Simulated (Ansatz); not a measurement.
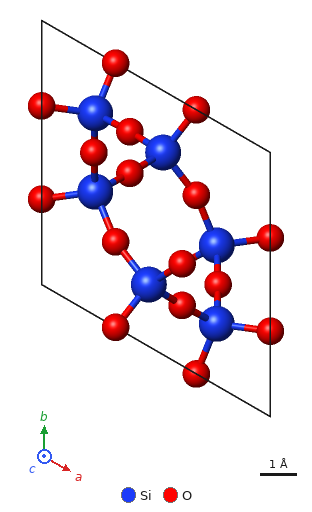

This is the input geometry for a relaxation of solid SiO$_{2}$ (set up in P6_522). Style: ball-and-stick. Shown: the cell of the calculation, along the c axis.

Case: volume × 1.10, shape and atoms relaxed.

The calculation used DFT LDA, scalar-relativistic, plane waves, PAW (Ansatz).

The input:
```yaml
crystal:
  lattice:
    - [7.4883174664, 0.0, 0.0]
    - [-3.7441587332, 6.4850731575, 0.0]
    - [0.0, 0.0, 7.2614953291]
  atoms:
    - { symbol: Si, position: [0.531262203, 0.7656311015, 0.4166666667] }
    - { symbol: Si, position: [0.468737797, 0.2343688985, 0.9166666667] }
    - { symbol: Si, position: [0.2343688985, 0.468737797, 0.75] }
    - { symbol: Si, position: [0.7656311015, 0.2343688985, 0.5833333333] }
    - { symbol: Si, position: [0.7656311015, 0.531262203, 0.25] }
    - { symbol: Si, position: [0.2343688985, 0.7656311015, 0.0833333333] }
    - { symbol: O, position: [0.6141848532, 0.3858151468, 0.0833333333] }
    - { symbol: O, position: [0.0, 0.6765462893, 0.1666666667] }
    - { symbol: O, position: [0.7716302936, 0.3858151468, 0.4166666667] }
    - { symbol: O, position: [0.6765462893, 0.6765462893, 0.3333333333] }
    - { symbol: O, position: [0.3234537107, 0.3234537107, 0.8333333333] }
    - { symbol: O, position: [0.6141848532, 0.2283697064, 0.75] }
    - { symbol: O, position: [0.2283697064, 0.6141848532, 0.9166666667] }
    - { symbol: O, position: [0.3234537107, 0.0, 0.0] }
    - { symbol: O, position: [0.0, 0.3234537107, 0.6666666667] }
    - { symbol: O, position: [0.3858151468, 0.7716302936, 0.25] }
    - { symbol: O, position: [0.3858151468, 0.6141848532, 0.5833333333] }
    - { symbol: O, position: [0.6765462893, 0.0, 0.5] }
basis:
  ecutwfc: 420
kpoints:
  mp_grid: { grid: [6, 6, 4] }
hamiltonian:
  xc: lda
scf:
  occupations: { method: gaussian, width: 0.02 }
output:
  forces: true
  stress: true
  eigenvalues: true
relax:
  adjacent_minimum: "off"
  f_tol: 0.01
  max_steps: 30
  cell: { stress_tol: 0.1, fix: [volume] }
```

Run as
```bash
ansatz run input.yaml --threads 4 --pin off --max-ram 10240MiB --backend cpu --events-out ev --progress --plain --runs-dir out
```

Question: What does the optimiser find from here?

Answer: The largest moves relative to the cell, 0.027 Å, are those of O8, O10, O11, O14, O15 and O18. O18 goes along −a. By element the largest moves are O 0.027 Å, Si 0.009 Å. The drawn cell changes at constant volume: a = b 7.488 → 7.481 Å (−0.1 %), c 7.261 → 7.276 Å (+0.2 %). Near-neighbour distances that change, for instance: Si1–O16 1.644 → 1.640 Å. The space group stays P6_522 (No. 179). The energy falls by 13.6 meV per cell of the calculation in 2 accepted moves (3 points after the start). Largest force component: 0.15 eV/Å at the start, 0.0058 eV/Å at the end. The pressure goes from −10.88 to −10.56 GPa. At 1 point the geometry stayed and the basis and grid were re-selected for the new cell (energy shift of 0.4 meV per cell of the calculation at most each time).

History of the run:

```json
{"step": "0", "E − E(0), meV/atom": "0.00", "largest force component, eV/Å": "0.1469", "pressure, GPa": "-10.88", "note": ""}
{"step": "1", "E − E(0), meV/atom": "-0.33", "largest force component, eV/Å": "0.1194", "pressure, GPa": "-10.80", "note": ""}
{"step": "2", "E − E(0), meV/atom": "-0.78", "largest force component, eV/Å": "0.0058", "pressure, GPa": "-10.56", "note": ""}
{"step": "3", "E − E(0), meV/atom": "-0.76", "largest force component, eV/Å": "0.0058", "pressure, GPa": "-10.56", "note": "same geometry, new basis"}
```
